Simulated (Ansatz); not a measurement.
**A series of single points on Se**

System: Se (I4/mmm, 1 atom in the cell).
Method: DFT PBE+D3(BJ), scalar-relativistic, plane waves, PAW, no spin polarisation (Ansatz 0.2.0).

The 7 runs differ only in the geometry, by a strain of the cell at fixed fractional positions. Against run 4, the strain is εyy = η. The structure derives from a Materials Project entry.

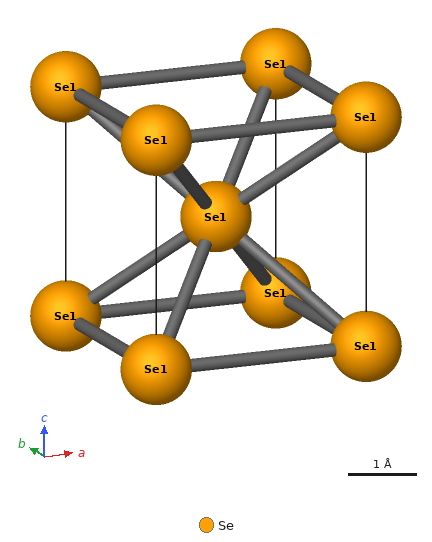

Figure 1. The structure of run 4 (ball-and-stick view of the cell 2 times as large as that of the calculation, set on its symmetry axes, seen slightly off an axis; atoms are numbered from 1 in the order of the input).

### Input of run 4
```yaml
crystal:
  lattice:
    - [-1.7034486149, 1.767327938, 1.7034486149]
    - [1.7034486149, -1.767327938, 1.7034486149]
    - [1.7034486149, 1.767327938, -1.7034486149]
  atoms:
    - { symbol: Se, position: [0.0, 0.0, 0.0] }
basis:
  ecutwfc: 420
kpoints:
  mp_grid: { grid: [20, 20, 20] }
hamiltonian:
  xc: pbe
  dispersion: d3bj
scf:
  occupations: { method: gaussian, width: 0.15 }
output:
  forces: true
  stress: true
  eigenvalues: true
```

Command:
```bash
ansatz run input.yaml --threads 1 --pin off --max-ram 1228MiB --backend cpu --events-out ev --progress --plain --runs-dir out
```

Run 3 differs from it as follows:
```diff
-    - [-1.7034486149, 1.767327938, 1.7034486149]
-    - [1.7034486149, -1.767327938, 1.7034486149]
-    - [1.7034486149, 1.767327938, -1.7034486149]
+    - [-1.7034486149, 1.5756899688, 1.7034486149]
+    - [1.7034486149, -1.5756899688, 1.7034486149]
+    - [1.7034486149, 1.5756899688, -1.7034486149]
```

### Results, with one run withheld

```tsv
run	strain parameter η (%)	free energy per atom, from the lowest run given (meV)	pressure (GPa)
1	−18.0723	183.64	17.44
2	−14.4578	85.66	10.92
3	−10.8434	?	?
4	0.0000	0.00	−3.69
5	3.6145	33.91	−5.70
6	7.2289	80.97	−7.29
7	10.8434	137.86	−8.54
```

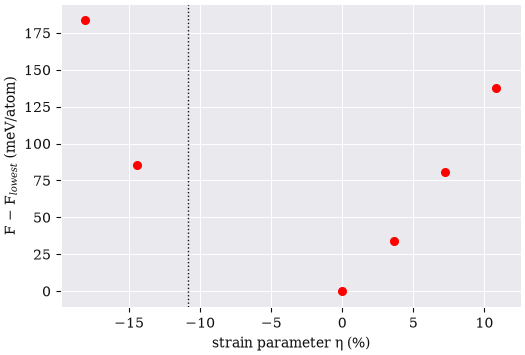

Figure 2. Free energy per atom of the runs given; the dotted line marks run 3.

Fit the runs given and predict run 3.

A cubic polynomial in the coordinate, fitted to the 6 runs given, misses them by at most 0.17 meV per atom. With x = η + 1.8072, it reads F = −10.472 + 4.4651 x + 0.76368 x² − 0.015032 x³ (meV per atom). At run 3 it gives 22.63 meV per atom, and the run itself gives 22.66. The fit has its minimum at η = −4.5142 %.

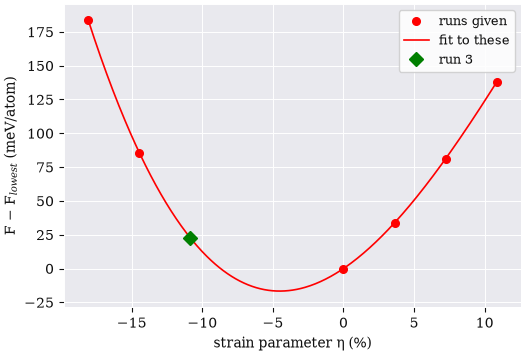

Figure 3. The fit and the withheld run.

### Output, shortened to warnings, some set-up lines, iterations and results (run 3)
```
Basis set: ecut = 420 eV, 357 PW (Γ), exchange–correlation on 40×40×40 points (8 copies of the dense FFT grid, shifted against one another)
Symmetry: 16 space group operations
k-points: 641 of 8000
Initial density: superposition of atomic densities (neutral atoms: chi_scale 0, normalization atom), corrected by the library's trained network
[...]
SCF iter   1: F=—  HF=-5468.892284 eV  |F-HF|=—  |Δ(HF+E_count)|=         —  Δρ=1.57e-3  dr2=1.28e-4  ethr=1.77e-3  ⟨swp⟩=5.2  Hψ=45192  notcnv=0
SCF iter   2: F=—  HF=-5468.892525 eV  |F-HF|=—  |Δ(HF+E_count)|=   2.42e-4  Δρ=9.95e-4  dr2=6.46e-5  ethr=8.01e-7  ⟨swp⟩=2.1  Hψ=15651  notcnv=0
SCF iter   3: F=—  HF=-5468.892679 eV  |F-HF|=—  |Δ(HF+E_count)|=   1.54e-4  Δρ=3.02e-4  dr2=1.56e-5  ethr=4.04e-7  ⟨swp⟩=2.2  Hψ=12136  notcnv=0
SCF iter   4: F=—  HF=-5468.892669 eV  |F-HF|=—  |Δ(HF+E_count)|=   1.05e-5  Δρ=1.14e-4  dr2=1.94e-6  ethr=9.77e-8  ⟨swp⟩=2.0  Hψ=12558  notcnv=0
SCF iter   5: F=—  HF=-5468.892668 eV  |F-HF|=—  |Δ(HF+E_count)|=   6.63e-7  Δρ=3.97e-5  dr2=2.17e-7  ethr=1.21e-8  ⟨swp⟩=2.5  Hψ=10375  notcnv=0
SCF iter   6: F=-5468.892668 eV  HF=-5468.892668 eV  |F-HF|=3.87e-9  |Δ(HF+E_count)|=   3.93e-8  Δρ=5.32e-6  dr2=4.74e-9  ethr=6.25e-10  ⟨swp⟩=5.1  Hψ=36135  notcnv=0
SCF 1 converged in 6 iterations: F = -5468.892668 eV  dr2 = 4.74e-9
SCF converged after 6 iterations
Free energy (F): -5468.892668 eV
Harris-Foulkes:  -5468.892668 eV  (|F-HF|=3.87e-9)
Internal energy: -5468.884756 eV  (E = F + TS)
E sigma→0 (E₀):  -5468.888712 eV
Entropy (-TS):   -0.007912 eV (-7.912 meV/atom)
Fermi energy:    13.201632 eV
--- Per-component energies (eV) ---
  E_band       = -316.168217
  E_kinetic    = 118.408257
  E_local      = -1952.703205  (includes V_loc(G=0)·N_el)
  E_nonlocal   = -593.896434
  E_hartree    = 996.798231
  E_xc         = -104.357882
  E_vxc        = -98.442473  (∫ρ·V_xc dr)
  E_paw        = -1912.296516  (= ΣΔE_a)
  E_vpaw       = 216.866725  (= ΣTr[D̂ρ^β])
  E_aug_tail   = -0.000601  (compensation charges beyond the density's cutoff)
  E_ewald      = -2020.361274
  E_disp       = -0.475333  (pairwise vdW)
  E_smearing   = -0.007912  (= −TS)
  E_closure    = -0.000000  (closes the sum)
  Σ components = -5468.892668   (vs F -5468.892668, Δ=0.00e0)
--- Forces (eV/Å), atoms counted from 1 ---
  atom   1  Se    -0.00000000    -0.00000000     0.00000000
  max |Σ_I F_I| component: 1.85e-31 eV/Å
--- Stress (GPa, compression-positive) ---
        3.803850      -0.000000       0.000000
       -0.000000      10.073000       0.000000
        0.000000       0.000000       3.803850
  P = ⅓ Tr σ = 5.8936 GPa (58.936 kbar)
```
